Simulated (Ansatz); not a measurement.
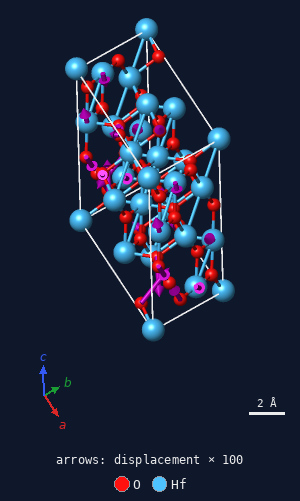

A relaxation of a defect cell of composition Hf5O11 (cell charge +2). The starting structure is drawn; purple arrows show the displacements, 100 times their true length.

A ball-and-stick model of the cell of the calculation, seen slightly off an axis.

Case: O on a Hf site (a), charge +2, atoms relaxed at the host's cell.

Method: Ansatz 0.2.0, DFT PBEsol, scalar-relativistic, plane waves, PAW. (plane-wave cutoff 420 eV; k-point mesh 2 × 2 × 2; occupations gaussian; smearing width 0.01 eV; mesh shifted by (0.5, 0.5, 0.5); no spin polarisation; atoms relaxed in a fixed cell; force threshold 0.025 eV/Å; at most 45 steps)

Q: Atoms of which element are displaced furthest, and by how much?

A: Oxygen: up to 0.027 Å, against 0.011 Å for hafnium.

Q: Describe the change and its energy.

A: After 3 accepted moves (4 points after the start) the energy has fallen by 16.2 meV per cell of the calculation. The largest force component goes from 0.16 to 0.025 eV/Å. 1 step only repeated the SCF at the same geometry. The largest moves, 0.027 Å, are those of O atoms. Largest moves by element: O 0.027 Å, Hf 0.011 Å. The cell doesn't change. Among the contacts that change: Hf–O 2.101 → 2.122 Å, Hf–Hf 3.211 → 3.202 Å, Hf–O 2.118 → 2.113 Å, Hf–O 2.072 → 2.076 Å. Cost: 2.6 min on 4 threads of Arm Neoverse V2, on a shared host, peak memory 2.8 GiB.

Limits of the set-up: the cell is charged, on a uniform background, and energies carry no finite-size correction.
